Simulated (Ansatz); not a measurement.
**From Ni3Si to AlNi3**

System: Ni3Si (4 atoms in the cell).
Method of the first run: DFT PBEsol, scalar-relativistic, plane waves, PAW, spin-polarised (Ansatz 0.2.0).
System of the second run: AlNi3 (Pm-3m, 4 atoms in the cell).

On the first run: The structure was made by swapping elements on the sites of another compound; it need not be a known phase. On the second run: The structure derives from a Materials Project entry. Text and figures count atoms from 1; the logs count them from 0 in places.

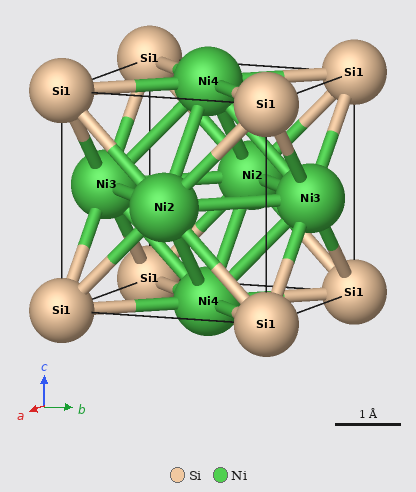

Fig. 1: The input geometry (ball-and-stick view of the cell of the calculation, seen slightly off an axis; atoms are numbered from 1 in the order of the input). Near neighbours in the crystal (not all of them lie inside the picture): Si has 12 Ni at 2.45 Å; Ni has 8 Ni at 2.45 Å and 4 Si at 2.45 Å.

**Input, the first run**
```yaml
crystal:
  lattice:
    - [3.4715365977, 0.0, 0.0]
    - [0.0, 3.4715365977, 0.0]
    - [0.0, 0.0, 3.4715365977]
  atoms:
    - { symbol: Si, position: [0.0, 0.0, 0.0] }
    - { symbol: Ni, position: [0.0, 0.5, 0.5], spin: 2.0 }
    - { symbol: Ni, position: [0.5, 0.0, 0.5], spin: 2.0 }
    - { symbol: Ni, position: [0.5, 0.5, 0.0], spin: 2.0 }
basis:
  ecutwfc: 420
kpoints:
  mp_grid: { grid: [6, 6, 6] }
hamiltonian:
  xc: pbesol
scf:
  occupations: { method: gaussian, width: 0.1 }
  lower_state_search: "off"
output:
  forces: true
  stress: true
  eigenvalues: true
  populations: true
magnetization:
  spin_polarized: true
```

Launched with:
```bash
ansatz run input.yaml --threads 1 --pin off --max-ram 2560MiB --backend cpu --events-out ev --progress --plain --runs-dir out
```

Hardware: 1 thread of Intel Xeon (Granite Rapids), 128 GiB of memory available, shared host.

**Output, shortened to warnings, some set-up lines, iterations and results (the first run)**
```
WARN: the starting moments were not kept: the SCF closed with an absolute magnetisation of 4.6e-6 μB, where they sum to 6 μB in size (3 sites). That is at most 0.1 of that sum. Measured as dr2_m measures the in/out step, that magnetisation stands 1.2e-11 eV from none, at or under the dr2_threshold of 1.0e-7 eV: it is no larger than a step whose dr2_m would equal this threshold. The system may …
Basis set: ecut = 420 eV, 799 PW (Γ), exchange–correlation on 48×48×48 points (8 copies of the dense FFT grid, shifted against one another)
Symmetry: 48 space group operations
k-points: 20 of 216
Initial density: superposition of atomic densities (chi_scale 0.1, normalization cell)
[...]
SCF iter   1: F=—  HF=-18037.134376 eV  |F-HF|=—  |Δ(HF+E_count)|=         —  Δρ=1.68e-1 (↑1.43e-1 ↓1.68e-1)  dr2=9.67e-1  dr2_m=9.18e0  M=1.651 μB ∫|m|=2.283 μB  β_m=0.30  …
SCF iter   2: F=—  HF=-18037.674526 eV  |F-HF|=—  |Δ(HF+E_count)|=   5.40e-1  Δρ=1.28e-1 (↑1.15e-1 ↓1.28e-1)  dr2=5.87e-1  dr2_m=5.58e0  M=1.423 μB ∫|m|=2.030 μB  β_m=0.62  …
SCF iter   3: F=—  HF=-18038.548516 eV  |F-HF|=—  |Δ(HF+E_count)|=   8.74e-1  Δρ=5.49e-2 (↑1.24e-2 ↓5.49e-2)  dr2=5.53e-1  dr2_m=4.20e-1  M=0.223 μB ∫|m|=0.644 μB  β_m=0.54  …
SCF iter   4: F=—  HF=-18038.487675 eV  |F-HF|=—  |Δ(HF+E_count)|=   6.08e-2  Δρ=1.75e-2 (↑1.75e-2 ↓1.27e-2)  dr2=2.65e-2  dr2_m=7.00e-2  M=0.161 μB ∫|m|=0.460 μB  β_m=0.77  …
SCF iter   5: F=—  HF=-18038.524988 eV  |F-HF|=—  |Δ(HF+E_count)|=   3.73e-2  Δρ=5.55e-3 (↑5.55e-3 ↓4.38e-3)  dr2=1.29e-2  dr2_m=4.81e-3  M=0.079 μB ∫|m|=0.194 μB  β_m=0.89  …
SCF iter   6: F=—  HF=-18038.531885 eV  |F-HF|=—  |Δ(HF+E_count)|=   6.90e-3  Δρ=4.31e-3 (↑4.31e-3 ↓7.23e-4)  dr2=4.54e-3  dr2_m=2.11e-3  M=0.046 μB ∫|m|=0.087 μB  β_m=0.87  …
SCF iter   7: F=—  HF=-18038.531870 eV  |F-HF|=—  |Δ(HF+E_count)|=   1.51e-5  Δρ=8.78e-4 (↑4.80e-4 ↓8.78e-4)  dr2=3.02e-4  dr2_m=5.15e-5  M=0.010 μB ∫|m|=0.019 μB  β_m=0.93  …
SCF iter   8: F=—  HF=-18038.531880 eV  |F-HF|=—  |Δ(HF+E_count)|=   1.04e-5  Δρ=6.11e-4 (↑2.02e-4 ↓6.11e-4)  dr2=5.41e-5  dr2_m=5.71e-5  M=0.007 μB ∫|m|=0.012 μB  β_m=0.88  …
SCF iter   9: F=—  HF=-18038.531875 eV  |F-HF|=—  |Δ(HF+E_count)|=   5.04e-6  Δρ=2.03e-4 (↑2.03e-4 ↓7.11e-5)  dr2=6.41e-6  dr2_m=6.67e-6  M=0.002 μB ∫|m|=0.004 μB  β_m=0.94  …
SCF iter  10: F=—  HF=-18038.531876 eV  |F-HF|=—  |Δ(HF+E_count)|=   9.43e-7  Δρ=1.14e-4 (↑5.03e-5 ↓1.14e-4)  dr2=1.67e-6  dr2_m=2.50e-6  M=-0.001 μB ∫|m|=0.003 μB  β_m=0.92  …
SCF iter  11: F=—  HF=-18038.531876 eV  |F-HF|=—  |Δ(HF+E_count)|=   2.48e-7  Δρ=3.52e-5 (↑3.46e-5 ↓3.52e-5)  dr2=1.70e-8  dr2_m=4.62e-7  M=-0.001 μB ∫|m|=0.001 μB  β_m=0.94  …
SCF iter  12: F=-18038.531876 eV  HF=-18038.531876 eV  |F-HF|=6.15e-10  |Δ(HF+E_count)|=   1.45e-7  Δρ=1.02e-6 (↑1.02e-6 ↓9.57e-7)  dr2=1.16e-9  dr2_m=1.10e-10  M=-0.000 μB …
SCF iter  13: F=-18038.531876 eV  HF=-18038.531876 eV  |F-HF|=1.82e-11  |Δ(HF+E_count)|=  2.36e-10  Δρ=2.81e-7 (↑1.61e-7 ↓2.81e-7)  dr2=5.63e-11  dr2_m=7.96e-12  M=0.000 μB …
SCF 1 converged in 13 iterations: F = -18038.531876 eV  dr2 = 5.63e-11
SCF converged after 13 iterations
Magnetization: 0.0000 μB (29.0000 up, 29.0000 down)
Absolute magnetization: 0.0000 μB (∫|ρ↑−ρ↓|, with the PAW one-centre terms)
Spin contamination: 0.0000 ħ² per cell (⟨S²⟩ above its minimum at these occupations)
Per-site moments (μB) at R_I (Å): [(-1.378700737413288e-7, 1.0125831661155151), (9.154472832939131e-7, 1.0125831661155151), (9.154472836890102e-7, 1.0125831661155151), (9.154472831707216e-7, 1.0125831661155151)]
Free energy (F): -18038.531876 eV
Harris-Foulkes:  -18038.531876 eV  (|F-HF|=1.82e-11)
Internal energy: -18038.523454 eV  (E = F + TS)
E sigma→0 (E₀):  -18038.527665 eV
Entropy (-TS):   -0.008422 eV (-2.106 meV/atom)
Fermi energy:    18.028240 eV
--- Per-component energies (eV) ---
  E_band       = -815.949972
  E_kinetic    = 899.326363
  E_local      = -11487.708086  (includes V_loc(G=0)·N_el)
  E_nonlocal   = 1933.721394
  E_hartree    = 4897.332376
  E_xc         = -313.036243
  E_vxc        = -381.389932  (∫ρ·V_xc dr)
  E_paw        = -5284.454077  (= ΣΔE_a)
  E_vpaw       = -1574.565341  (= ΣTr[D̂ρ^β])
  E_aug_tail   = 0.001399  (compensation charges beyond the density's cutoff)
  E_ewald      = -8684.330007
  E_core_change = 0.623427  (= ΣΔE_core)
  E_smearing   = -0.008422  (= −TS)
  E_closure    = -0.000000  (closes the sum)
  Σ components = -18038.531876   (vs F -18038.531876, Δ=0.00e0)
--- Forces (eV/Å), atoms counted from 1 ---
  atom   1  Si    -0.00000000    -0.00000000     0.00000000
  atom   2  Ni     0.00000000    -0.00000000     0.00000000
  atom   3  Ni     0.00000000    -0.00000000     0.00000000
  atom   4  Ni     0.00000000     0.00000000     0.00000000
  max |Σ_I F_I| component: 7.26e-29 eV/Å
--- Stress (GPa, compression-positive) ---
       -2.108859       0.000000       0.000000
        0.000000      -2.108859       0.000000
        0.000000       0.000000      -2.108859
  P = ⅓ Tr σ = -2.1089 GPa (-21.089 kbar)
--- Löwdin populations: 4 sites ---
  site symbol       q [e]    m [muB]
     0     Si      4.3801    -0.0000
     1     Ni     17.6381     0.0000
     2     Ni     17.6381     0.0000
     3     Ni     17.6381     0.0000
  spilling = 0.012166 (of n_electrons = 58.000000)
```

For the second run the input was changed thus:
```diff
-    - [3.4715365977, 0.0, 0.0]
-    - [0.0, 3.4715365977, 0.0]
-    - [0.0, 0.0, 3.4715365977]
+    - [3.5230547267, 0.0, 0.0]
+    - [0.0, 3.5230547267, 0.0]
+    - [0.0, 0.0, 3.5230547267]
-    - { symbol: Si, position: [0.0, 0.0, 0.0] }
+    - { symbol: Al, position: [0.0, 0.0, 0.0] }
```

Predict how the results change.

The total energies belong to different systems, so their difference says nothing on which is more stable or more accurate. The net moment of the cell goes from 0.00 to 0.70 μB. The pressure goes from −2.11 to −0.63 GPa. The volume per atom goes from 10.46 to 10.93 Å³. The SCF takes 11 iterations against 13. The plane waves at Γ go from 799 to 847.

**Output, shortened to warnings, some set-up lines, iterations and results (the second run)**
```
Basis set: ecut = 420 eV, 847 PW (Γ), exchange–correlation on 48×48×48 points (8 copies of the dense FFT grid, shifted against one another)
Symmetry: 48 space group operations
k-points: 20 of 216
Initial density: superposition of atomic densities (chi_scale 0.1, normalization cell)
[...]
SCF iter   1: F=—  HF=-17939.981789 eV  |F-HF|=—  |Δ(HF+E_count)|=         —  Δρ=1.56e-1 (↑1.35e-1 ↓1.56e-1)  dr2=6.42e-1  dr2_m=8.35e0  M=1.876 μB ∫|m|=2.390 μB  β_m=0.30  …
SCF iter   2: F=—  HF=-17940.508210 eV  |F-HF|=—  |Δ(HF+E_count)|=   5.26e-1  Δρ=1.26e-1 (↑1.11e-1 ↓1.26e-1)  dr2=4.77e-1  dr2_m=5.57e0  M=1.500 μB ∫|m|=2.063 μB  β_m=0.49  …
SCF iter   3: F=—  HF=-17941.265464 eV  |F-HF|=—  |Δ(HF+E_count)|=   7.57e-1  Δρ=2.06e-2 (↑1.11e-2 ↓2.06e-2)  dr2=1.01e-1  dr2_m=9.38e-2  M=0.780 μB ∫|m|=1.149 μB  β_m=0.60  …
SCF iter   4: F=—  HF=-17941.265983 eV  |F-HF|=—  |Δ(HF+E_count)|=   5.19e-4  Δρ=1.15e-2 (↑1.10e-2 ↓1.15e-2)  dr2=1.06e-1  dr2_m=2.79e-3  M=0.708 μB ∫|m|=0.977 μB  β_m=0.52  …
SCF iter   5: F=—  HF=-17941.255764 eV  |F-HF|=—  |Δ(HF+E_count)|=   1.02e-2  Δρ=3.97e-3 (↑3.97e-3 ↓2.52e-3)  dr2=1.09e-2  dr2_m=1.92e-3  M=0.725 μB ∫|m|=0.974 μB  β_m=0.76  …
SCF iter   6: F=—  HF=-17941.254605 eV  |F-HF|=—  |Δ(HF+E_count)|=   1.16e-3  Δρ=1.87e-3 (↑1.87e-3 ↓6.22e-4)  dr2=9.47e-4  dr2_m=4.84e-4  M=0.717 μB ∫|m|=0.899 μB  β_m=0.75  …
SCF iter   7: F=—  HF=-17941.254501 eV  |F-HF|=—  |Δ(HF+E_count)|=   1.04e-4  Δρ=7.58e-4 (↑4.41e-4 ↓7.58e-4)  dr2=3.61e-4  dr2_m=2.02e-5  M=0.708 μB ∫|m|=0.879 μB  β_m=0.88  …
SCF iter   8: F=—  HF=-17941.254484 eV  |F-HF|=—  |Δ(HF+E_count)|=   1.75e-5  Δρ=2.88e-4 (↑7.44e-5 ↓2.88e-4)  dr2=2.60e-5  dr2_m=9.95e-6  M=0.705 μB ∫|m|=0.873 μB  β_m=0.86  …
SCF iter   9: F=—  HF=-17941.254484 eV  |F-HF|=—  |Δ(HF+E_count)|=   2.70e-7  Δρ=4.12e-5 (↑4.12e-5 ↓2.20e-5)  dr2=2.67e-7  dr2_m=3.23e-7  M=0.704 μB ∫|m|=0.871 μB  β_m=0.93  …
SCF iter  10: F=—  HF=-17941.254484 eV  |F-HF|=—  |Δ(HF+E_count)|=   1.26e-7  Δρ=1.85e-5 (↑4.99e-6 ↓1.85e-5)  dr2=1.59e-7  dr2_m=2.33e-8  M=0.703 μB ∫|m|=0.871 μB  β_m=0.97  …
SCF iter  11: F=-17941.254484 eV  HF=-17941.254484 eV  |F-HF|=3.60e-10  |Δ(HF+E_count)|=   2.02e-8  Δρ=1.14e-6 (↑8.34e-7 ↓1.14e-6)  dr2=8.21e-10  dr2_m=1.96e-10  M=0.703 μB …
SCF 1 converged in 11 iterations: F = -17941.254484 eV  dr2 = 8.21e-10
SCF converged after 11 iterations
Magnetization: 0.7032 μB (28.8516 up, 28.1484 down)
Absolute magnetization: 0.8717 μB (∫|ρ↑−ρ↓|, with the PAW one-centre terms)
Spin contamination: 0.0076 ħ² per cell (⟨S²⟩ above its minimum at these occupations)
Per-site moments (μB) at R_I (Å): [(-0.01634083860165527, 1.0276100536931165), (0.25940692477032573, 1.0276100536931165), (0.2594069247703255, 1.0276100536931165), (0.2594069247703257, 1.0276100536931165)]
Free energy (F): -17941.254484 eV
Harris-Foulkes:  -17941.254484 eV  (|F-HF|=3.60e-10)
Internal energy: -17941.237813 eV  (E = F + TS)
E sigma→0 (E₀):  -17941.246149 eV
Entropy (-TS):   -0.016671 eV (-4.168 meV/atom)
Fermi energy:    16.297726 eV
--- Per-component energies (eV) ---
  E_band       = -905.873869
  E_kinetic    = 879.866503
  E_local      = -11864.793113  (includes V_loc(G=0)·N_el)
  E_nonlocal   = 1919.541873
  E_hartree    = 5048.857654
  E_xc         = -296.249655
  E_vxc        = -361.608630  (∫ρ·V_xc dr)
  E_paw        = -5240.894164  (= ΣΔE_a)
  E_vpaw       = -1576.598849  (= ΣTr[D̂ρ^β])
  E_aug_tail   = 0.001625  (compensation charges beyond the density's cutoff)
  E_ewald      = -8388.179542
  E_core_change = 0.611006  (= ΣΔE_core)
  E_smearing   = -0.016671  (= −TS)
  E_closure    = -0.000000  (closes the sum)
  Σ components = -17941.254484   (vs F -17941.254484, Δ=0.00e0)
--- Forces (eV/Å), atoms counted from 1 ---
  atom   1  Al    -0.00000000    -0.00000000     0.00000000
  atom   2  Ni     0.00000000    -0.00000000    -0.00000000
  atom   3  Ni     0.00000000    -0.00000000    -0.00000000
  atom   4  Ni     0.00000000    -0.00000000    -0.00000000
  max |Σ_I F_I| component: 1.03e-28 eV/Å
--- Stress (GPa, compression-positive) ---
       -0.628308       0.000000       0.000000
        0.000000      -0.628308       0.000000
        0.000000       0.000000      -0.628308
  P = ⅓ Tr σ = -0.6283 GPa (-6.283 kbar)
--- Löwdin populations: 4 sites ---
  site symbol       q [e]    m [muB]
     0     Al      3.5492    -0.0442
     1     Ni     17.6249     0.2574
     2     Ni     17.6249     0.2574
     3     Ni     17.6249     0.2574
  spilling = 0.010109 (of n_electrons = 57.000000)
```

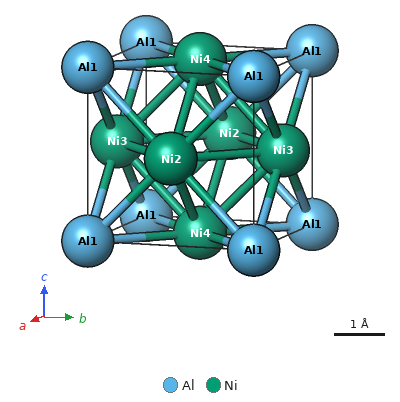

Fig. 2: The input structure of the second run (ball-and-stick view of the cell of the calculation, seen slightly off an axis; atoms are numbered from 1 in the order of the input).

**The two runs side by side**

| quantity | the first run | the second run |
| --- | --- | --- |
| outcome | converged | converged |
| free energy per atom (eV) | −4509.6330 | −4485.3136 |
| energy per atom, smearing taken to zero (eV) | −4509.6319 | −4485.3115 |
| gap on the mesh (eV) | 0.00 | 0.00 |
| net moment of the cell (μB) | 0.00 | 0.70 |
| absolute moment of the cell (μB) | 0.00 | 0.87 |
| pressure (GPa) | −2.11 | −0.63 |
| volume per atom (Å³) | 10.46 | 10.93 |
| largest force (eV/Å) | 0.000 | 0.000 |
| SCF iterations | 13 | 11 |
| irreducible k-points | 20 | 20 |
| plane waves at Γ | 799 | 847 |
| wall time (shared host) | 3.8 s | 3.4 s |

For the first run: Warnings: some starting moments were not kept.
